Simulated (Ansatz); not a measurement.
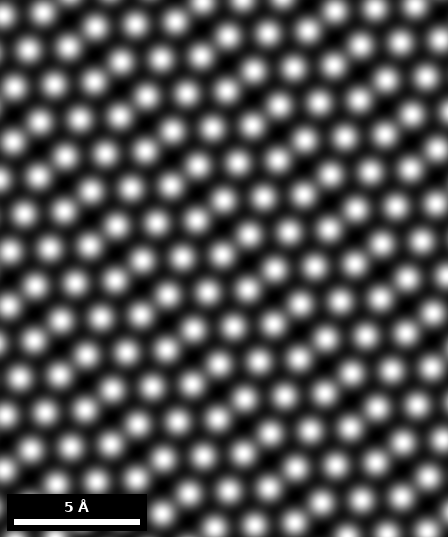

Z-contrast image of Mo (P6/mmm, No. 191). The image is simulated as a sum over atoms of Z^1.7, blurred by a 0.89 Å probe (no channelling). The probe carries 25 % of its weight in a tail 2.5 times as wide. Atomic positions: the end point of a relaxation with DFT r2SCAN, scalar-relativistic, plane waves, PAW (Ansatz 0.2.0); the starting structure was generated, so it need not be a known form of this composition.

```cif
data_structure
_symmetry_space_group_name_H-M 'P 1'
_symmetry_Int_Tables_number 1
_cell_length_a 4.6580
_cell_length_b 4.6580
_cell_length_c 2.5430
_cell_angle_alpha 90.000
_cell_angle_beta 90.000
_cell_angle_gamma 120.000
_cell_volume 47.78
loop_
_atom_site_label
_atom_site_type_symbol
_atom_site_fract_x
_atom_site_fract_y
_atom_site_fract_z
_atom_site_occupancy
Mo1 Mo 0.00000 0.00000 0.00000 1
Mo2 Mo 0.33333 0.66667 0.50000 1
Mo3 Mo 0.66667 0.33333 0.50000 1
```

> Which beam direction gives this image, [201], [211], [102] or [001]? (Directions equivalent by symmetry count as one.)

[102]. The projected cells are 1.23 × 1.48 Å, 115° for [201]; 2.43 × 2.63 Å, 118° for [211]; 1.72 × 4.03 Å, 90° for [102]; 2.69 × 2.69 Å, 120° for [001], and the image repeats as the [102] one does.
